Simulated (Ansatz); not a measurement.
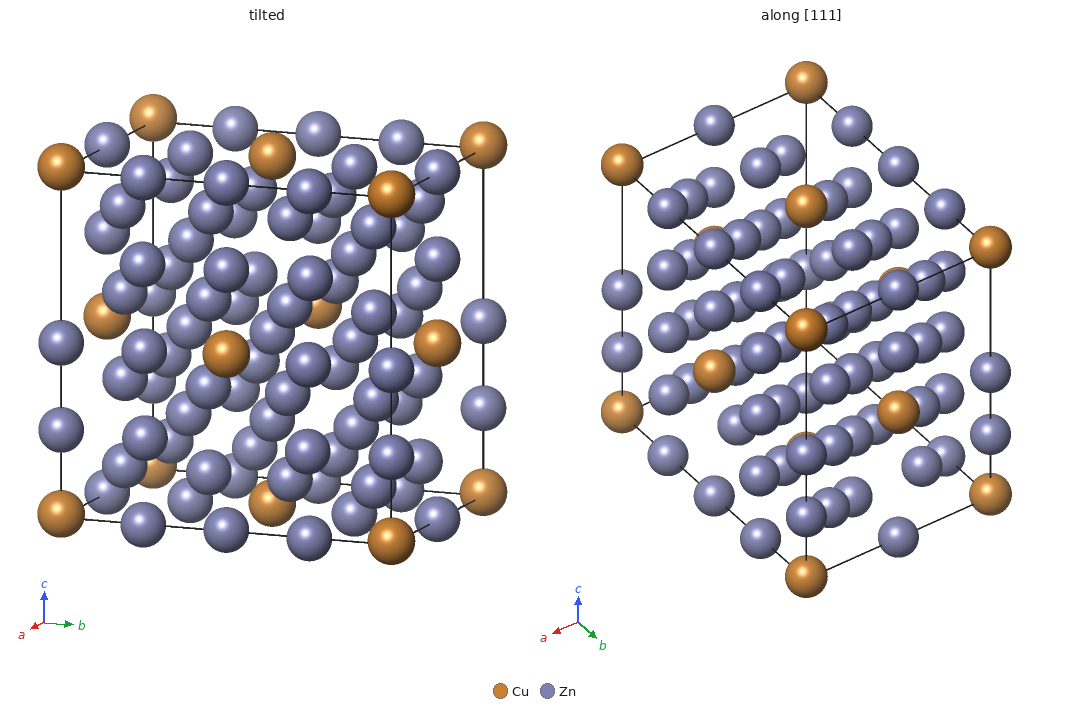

Shown here is a spheres-only view of the crystal, taken slightly off an axis and along [111]. The lines enclose the conventional unit cell; boundary atoms appear with their images.

State composition, symmetry and coordination.

The stoichiometry is Zn₁₄Cu. It belongs to space group Fmm2 (No. 42) and has a face-centred orthorhombic lattice. There are 60 atoms in the cell: 56 Zn, 4 Cu. Around each Cu lie eleven Zn.

Its origin is a structure listed in the Materials Project, repeated into a supercell with a point defect put in. The atoms were relaxed in a fixed cell with DFT PBE, scalar-relativistic, plane waves, PAW (Ansatz).
